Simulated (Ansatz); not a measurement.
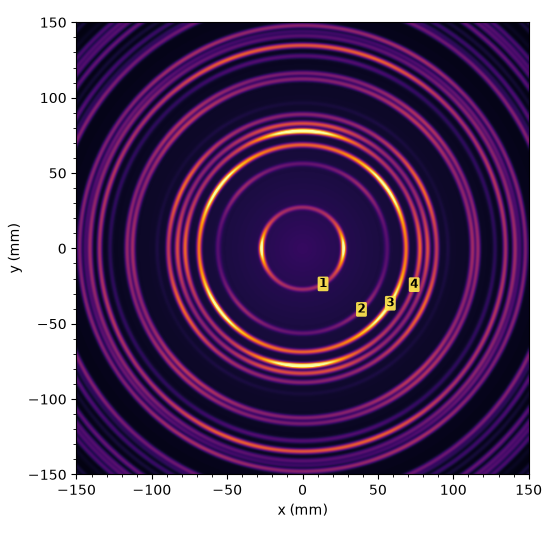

Simulated X-ray powder rings on a flat area detector normal to the beam: λ = 0.4959 Å, sample-to-detector distance 340 mm, axes in mm from the beam centre, beam polarised horizontally, for a sample with fibre texture (March–Dollase model, fibre axis vertical in the picture). Kinematic intensities with B = 0.3 Å² for all atoms, without absorption; brightness goes as intensity to the power 0.5, clipped at the top. Reflections closer than the ring width show as one ring.

The sample is PtSe2, space group I4/mmm, a = 3.122 Å, b = 3.122 Å, c = 12.422 Å, α = 90.00°, β = 90.00°, γ = 90.00°. It is based on the end point of a relaxation with DFT PBE, scalar-relativistic, plane waves, PAW in Ansatz 0.2.0; the starting structure was generated, so it need not be a known form of this composition.

Measure the numbered rings and index them.

```
ring   radius  2θ (°)  d (Å)  hkl
   1  27.2 mm    4.58   6.21  002
   2  56.3 mm    9.40   3.03  101
   3  68.7 mm   11.42   2.49  103
   4  77.9 mm   12.90   2.21  110
```

Which lattice planes lie preferentially normal to the fibre axis?

The (1 1 0) planes: ring 4 is concentrated at the top and bottom of the pattern (March parameter 0.45).
